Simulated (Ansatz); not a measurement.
**A series of single points on Lu**

System: Lu (P6/mmm, 3 atoms in the cell).
Method: DFT, BLYP, plane waves (420 eV) with PAW, scalar-relativistic, no spin polarisation (Ansatz 0.2.0).

The 6 runs differ only in the geometry, by an even scaling of the cell at fixed fractional positions.

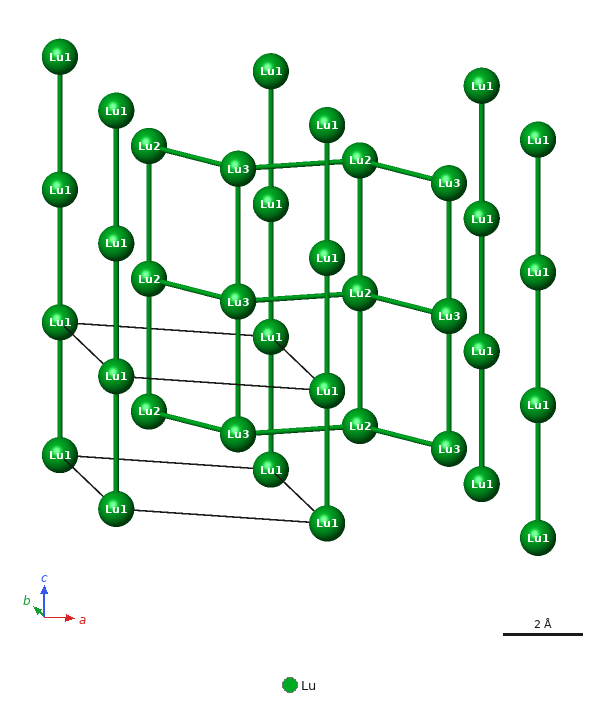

Figure 1. The structure of run 4 (ball-and-stick view of the cell of the calculation, repeated 2 × 1 × 3, seen slightly off an axis; atoms are numbered from 1 in the order of the input).

### Input of run 4
```yaml
crystal:
  lattice:
    - [5.5433346384, 0.0, 0.0]
    - [-2.7716673192, 4.8006686186, 0.0]
    - [0.0, 0.0, 3.4853896792]
  atoms:
    - { symbol: Lu, position: [1.0, 1.0, 0.0] }
    - { symbol: Lu, position: [0.3333333333, 0.6666666667, 0.5] }
    - { symbol: Lu, position: [0.6666666667, 0.3333333333, 0.5] }
hamiltonian:
  xc: blyp
  pseudopotentials:
    kind: paw
    azcp:
      Lu: "pseudopotentials/Lu.paw.azcp"
basis:
  ecutwfc: 420
  fft_grid_basis: typed
kpoints:
  mp_grid: { grid: [8, 8, 10], shift: [0, 0, 0] }
magnetization:
  spin_polarized: false
scf:
  occupations: { method: fermi_dirac, width: 0.1 }
  lower_state_search: "off"
output:
  stress: true
```

Run 3 differs from it as follows:
```diff
-    - [5.5433346384, 0.0, 0.0]
-    - [-2.7716673192, 4.8006686186, 0.0]
-    - [0.0, 0.0, 3.4853896792]
+    - [5.47133513, 0.0, 0.0]
+    - [-2.735667565, 4.7383152152, 0.0]
+    - [0.0, 0.0, 3.4401197542]
```

### Results, with one run withheld

```csv
run,volume per atom (Å³),"free energy per atom, from the lowest run given (meV)",pressure (GPa)
1,27.350,23.30,4.12
2,28.539,1.24,1.89
3,29.728,?,?
4,30.917,0.00,−1.52
5,32.107,16.21,−2.81
6,33.296,41.19,−3.89
```

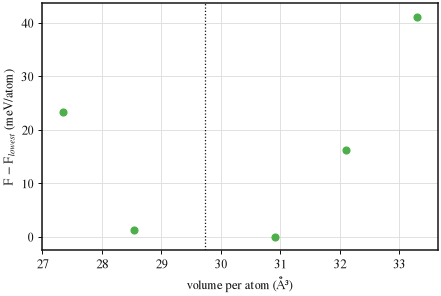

Figure 2. Free energy per atom of the runs given; the dotted line marks run 3.

Estimate the energy of run 3 from the others.

A cubic polynomial in V^(−2/3) (the Birch–Murnaghan form), fitted to the 5 runs given, misses them by under 0.01 meV per atom. With x = V^(−2/3) − 0.10287 Å⁻², it reads F = −4.3442 − 2094.4 x + 8.1999e+05 x² − 1.7457e+06 x³ (meV per atom). At run 3 it gives −5.68 meV per atom, and the run itself gives −5.69. The slope of the fit gives a pressure −dF/dV of 0.03 GPa there, and the run prints 0.03 GPa. The fit has its minimum at 29.751 Å³ per atom, where V d²F/dV² gives 42.2 GPa. Cell shape and fractional positions are held, so this is the stiffness under even scaling; the relaxed bulk modulus wasn't computed.

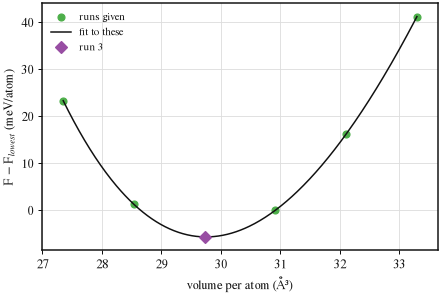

Figure 3. The fit and the withheld run.

### Output, shortened to warnings, some set-up lines, iterations and results (run 3)
```
Basis set: ecut = 420 eV, 1721 PW (Γ), exchange–correlation on 80×80×48 points (8 copies of the dense FFT grid, shifted against one another)
Symmetry: 24 space group operations
k-points: 60 of 640
Initial density: superposition of atomic densities (neutral atoms: chi_scale 0, normalization atom), corrected by the library's trained network
[...]
SCF iter   1: F=—  HF=-44267.518287 eV  |F-HF|=—  |Δ(HF+E_count)|=         —  Δρ=5.39e-3  dr2=2.04e-2  ethr=1.77e-3  ⟨swp⟩=6.5  Hψ=10858  notcnv=0
SCF iter   2: F=—  HF=-44267.503538 eV  |F-HF|=—  |Δ(HF+E_count)|=   1.47e-2  Δρ=3.20e-3  dr2=9.06e-3  ethr=2.72e-5  ⟨swp⟩=2.9  Hψ=5965  notcnv=0
SCF iter   3: F=—  HF=-44267.506623 eV  |F-HF|=—  |Δ(HF+E_count)|=   3.09e-3  Δρ=1.74e-3  dr2=2.84e-3  ethr=1.21e-5  ⟨swp⟩=3.0  Hψ=5658  notcnv=0
SCF iter   4: F=—  HF=-44267.503999 eV  |F-HF|=—  |Δ(HF+E_count)|=   2.62e-3  Δρ=8.60e-4  dr2=9.18e-4  ethr=3.78e-6  ⟨swp⟩=3.1  Hψ=6241  notcnv=0
SCF iter   5: F=—  HF=-44267.504322 eV  |F-HF|=—  |Δ(HF+E_count)|=   3.23e-4  Δρ=4.28e-4  dr2=9.51e-5  ethr=1.22e-6  ⟨swp⟩=2.8  Hψ=5612  notcnv=0
SCF iter   6: F=—  HF=-44267.504200 eV  |F-HF|=—  |Δ(HF+E_count)|=   1.22e-4  Δρ=2.16e-4  dr2=3.97e-5  ethr=1.27e-7  ⟨swp⟩=3.0  Hψ=6609  notcnv=0
SCF iter   7: F=—  HF=-44267.504229 eV  |F-HF|=—  |Δ(HF+E_count)|=   2.92e-5  Δρ=1.11e-4  dr2=8.81e-6  ethr=5.30e-8  ⟨swp⟩=2.4  Hψ=4905  notcnv=0
SCF iter   8: F=—  HF=-44267.504211 eV  |F-HF|=—  |Δ(HF+E_count)|=   1.81e-5  Δρ=2.77e-5  dr2=6.49e-7  ethr=1.18e-8  ⟨swp⟩=3.0  Hψ=6655  notcnv=0
SCF iter   9: F=—  HF=-44267.504211 eV  |F-HF|=—  |Δ(HF+E_count)|=   3.25e-7  Δρ=7.72e-6  dr2=7.03e-8  ethr=1.33e-10  ⟨swp⟩=5.9  Hψ=17716  notcnv=0
SCF iter  10: F=-44267.504211 eV  HF=-44267.504211 eV  |F-HF|=1.60e-8  |Δ(HF+E_count)|=   5.41e-8  Δρ=2.02e-6  dr2=4.67e-9  ethr=9.37e-11  ⟨swp⟩=6.3  Hψ=13970  notcnv=0
SCF 1 converged in 10 iterations: F = -44267.504211 eV  dr2 = 4.67e-9
SCF converged after 10 iterations
Free energy (F): -44267.504211 eV
Harris-Foulkes:  -44267.504211 eV  (|F-HF|=1.60e-8)
Internal energy: -44267.331951 eV  (E = F + TS)
E sigma→0 (E₀):  -44267.418081 eV
Entropy (-TS):   -0.172260 eV (-57.420 meV/atom)
Fermi energy:    13.830488 eV
--- Per-component energies (eV) ---
  E_band       = -12.905038
  E_kinetic    = 1253.434047
  E_local      = -20368.038426  (includes V_loc(G=0)·N_el)
  E_nonlocal   = 1718.420928
  E_hartree    = 8538.103353
  E_xc         = -644.350928
  E_vxc        = -760.603588  (∫ρ·V_xc dr)
  E_paw        = -22204.461477  (= ΣΔE_a)
  E_vpaw       = 1067.672138  (= ΣTr[D̂ρ^β])
  E_aug_tail   = 0.000095  (compensation charges beyond the density's cutoff)
  E_ewald      = -12560.544565
  E_core_change = 0.105023  (= ΣΔE_core)
  E_smearing   = -0.172260  (= −TS)
  E_closure    = -0.000000  (closes the sum)
  Σ components = -44267.504211   (vs F -44267.504211, Δ=0.00e0)
--- Stress (GPa, compression-positive) ---
        0.026410      -0.000000       0.000000
       -0.000000       0.026410       0.000000
        0.000000       0.000000       0.044068
  P = ⅓ Tr σ = 0.0323 GPa (0.323 kbar)
```
